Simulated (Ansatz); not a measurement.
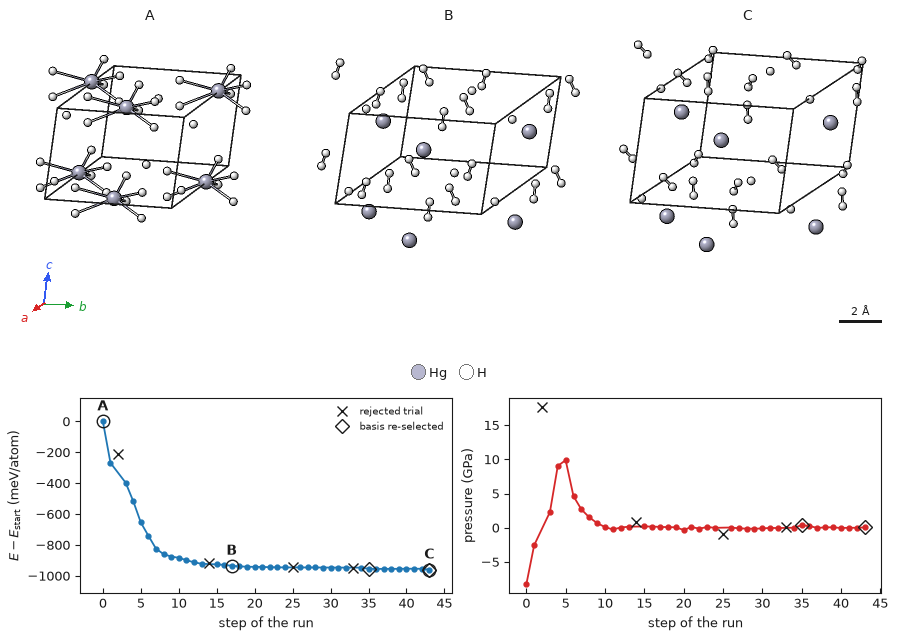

Frames of a relaxation of a crystal of HgH8 (a generated structure, set up in Cm) (coarse preliminary run), marked on the history of the run. The picture is a ball-and-stick view of the conventional cell (2 times the calculation's cell), seen slightly off an axis. Lengths and directions refer to the drawn axes.

Method: DFT PBE, scalar-relativistic, plane waves, PAW (Ansatz).

Input
```yaml
crystal:
  lattice:
    - [4.60867226, -3.19584264, 0.0]
    - [4.60867226, 3.19584264, 0.0]
    - [-2.03585906, 0.0, 4.03083153]
  atoms:
    - { symbol: Hg, position: [0.60526699, 0.60526699, 0.99081802] }
    - { symbol: H, position: [0.79899597, 0.27662599, 0.151641] }
    - { symbol: H, position: [0.74016899, 0.21139701, 0.83920002] }
    - { symbol: H, position: [0.21139701, 0.74016899, 0.83920002] }
    - { symbol: H, position: [0.27662599, 0.79899597, 0.151641] }
    - { symbol: H, position: [0.20123599, 0.20123599, 0.17013299] }
    - { symbol: H, position: [0.78322798, 0.78322798, 0.82500798] }
    - { symbol: H, position: [0.14244001, 0.14244001, 0.86887503] }
    - { symbol: H, position: [0.84778303, 0.84778303, 0.13570599] }
basis:
  ecutwfc: 420
kpoints:
  mp_grid: { grid: [4, 4, 4] }
hamiltonian:
  xc: pbe
scf:
  occupations: { method: gaussian, width: 0.1 }
  lower_state_search: "off"
output:
  forces: true
  stress: true
  eigenvalues: true
relax:
  adjacent_minimum: "off"
  f_tol: 0.04
  max_steps: 70
  cell: { stress_tol: 0.4 }
```

Launched with:
```bash
ansatz run input.yaml --threads 1 --pin off --max-ram 2560MiB --backend cpu --events-out ev --progress --plain --runs-dir out
```

> Describe the path.

After 37 accepted moves (43 points after the start) the energy has fallen by 959 meV per atom. Largest force component: 3.9 eV/Å at the start, 0.02 eV/Å at the end. The pressure goes from −8.28 to 0.06 GPa. The line search rejected the trial steps at points 2, 14, 25, 33 of the run. At 2 points the geometry stayed and the basis and grid were re-selected for the new cell (energy shift of 7.3 meV per atom at most each time). The largest moves relative to the cell, 2.08 Å, are those of Hg1 and H7. Hg1 goes along −c. By element the largest moves are Hg 2.08 Å, H 2.07 Å. Cell: a 9.217 → 11.271 Å (+22.3 %), b 6.392 → 7.503 Å (+17.4 %), c 4.516 → 5.188 Å (+14.9 %), β 116.8° → 115.6°. Volume +66.6 %. Some distances before and after: Hg1–H9 2.026 → 4.324 Å, Hg1–H7 2.088 → 4.286 Å, Hg1–H3 2.003 → 4.020 Å, Hg1–H2 2.027 → 3.312 Å. New bonds form: H2–H3 (1.26 → 0.75 Å), H4–H5 (1.26 → 0.75 Å), H6–H8 (1.22 → 0.75 Å), H7–H9 (1.25 → 0.75 Å). Bonds break: Hg1–H3 (2.00 → 4.02 Å), Hg1–H4 (2.00 → 4.02 Å). The space group stays Cm (No. 8). From step 0 to 17: Hg1 moves most (1.88 Å), volume +30.2 %, energy −935 meV per atom. From step 17 to 43: H9 moves most (1.34 Å), volume +28.0 %, energy −24.8 meV per atom.
